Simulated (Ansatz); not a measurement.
# AlN: what the fields show

Input file:

```
crystal:
  lattice:
    - [-3.1302395627, 0.0, 0.0]
    - [0.0, 5.4217339625, 0.0]
    - [1.5651197814, -2.7108669813, -5.0179796546]
  atoms:
    - { symbol: Al, position: [0.9751758137, 0.3324689746, 0.9982712825] }
    - { symbol: Al, position: [0.4751758137, 0.8324689746, 0.9982712825] }
    - { symbol: Al, position: [0.2730954688, 0.9158023079, 0.4982712825] }
    - { symbol: Al, position: [0.7730954688, 0.4158023079, 0.4982712825] }
    - { symbol: "N", position: [0.8295637967, 0.1416976921, 0.6167287175] }
    - { symbol: "N", position: [0.3295637967, 0.6416976921, 0.6167287175] }
    - { symbol: "N", position: [0.0371649208, 0.7250310254, 0.1167287175] }
    - { symbol: "N", position: [0.5371649208, 0.2250310254, 0.1167287175] }
basis:
  ecutwfc: 420
kpoints:
  mp_grid: { grid: [8, 8, 8] }
hamiltonian:
  xc: pbe
scf:
  occupations: { method: gaussian, width: 0.05 }
output:
  forces: true
  stress: true
  eigenvalues: true
  write_density: true
  write_potential: true
  elf: true
  volumetric_format: npy
```

Command:

```sh
ansatz run input.yaml --threads 2 --pin off --max-ram 5120MiB --backend cpu --events-out ev --progress --plain --runs-dir out
```

Space group P2₁; not relaxed (largest force 0.4 eV/Å).

Method: Ansatz 0.2.0, DFT PBE, scalar-relativistic, plane waves, PAW.

In a PAW calculation such maps are meaningful between the atoms, not at the nuclei.

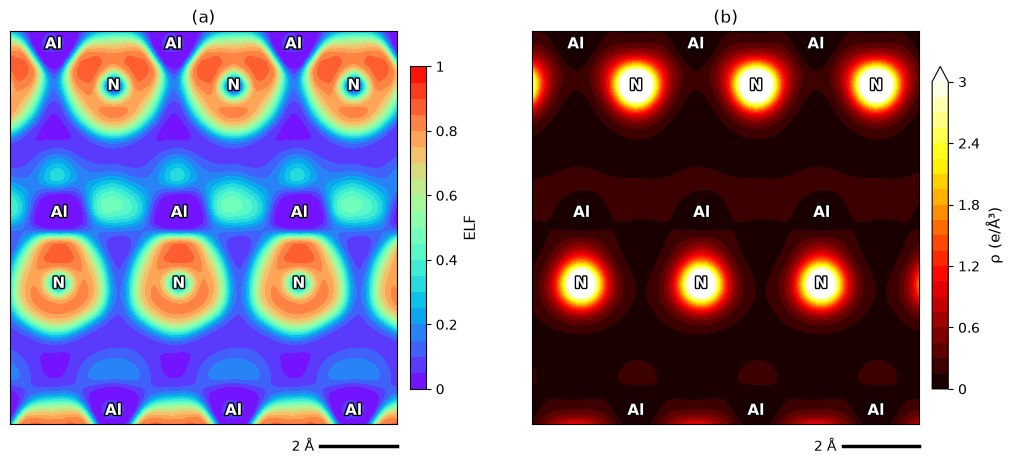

Figure 1. (a) ELF; (b) valence charge density (pseudo) on the (011) plane of the calculation cell.

### Describe what can be read from this map.

The plane passes through Al and N nuclei. Al–N (1.91 Å): the density is about 0.66 e/Å³ at the midpoint; the ELF peaks at about 0.90 between the atoms; a shared but strongly polarised pair. Between the atoms the lowest density in this plane is 0.04 e/Å³.

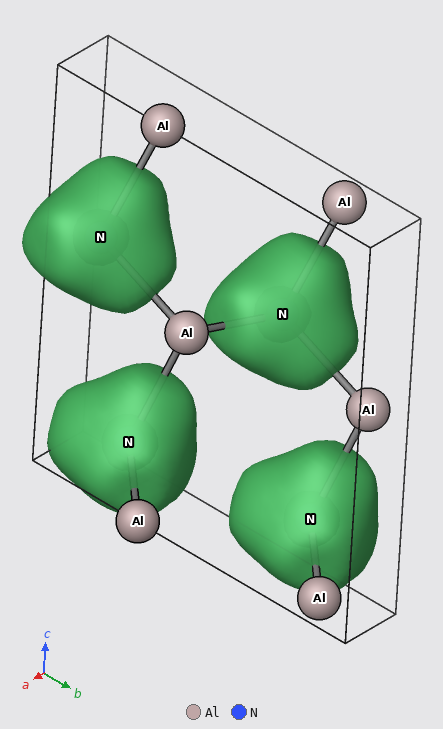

Figure 2. Isosurface of the electron localisation function at 0.65 (green), seen slightly off an axis. Only the valence region is drawn (cores and ρ < 0.01 e/Å³ removed). Sticks mark near contacts.

### Describe the localisation domains.

The ELF exceeds this value in four regions on N in which the atom's valence shell and bonds are merged, counted in one cell of 8 atoms. Regions shared between cells count once.


Al–N (1.90 Å): the ELF peaks at about 0.90 in the valence shell of N, 0.8 Å from its nucleus, and is about 0.85 at the midpoint.

### Does the calculation make it a metal, or give it a gap?

It is gapped, with a Kohn–Sham gap of 4.0 eV on the k-point mesh, an upper bound to the gap of this method.
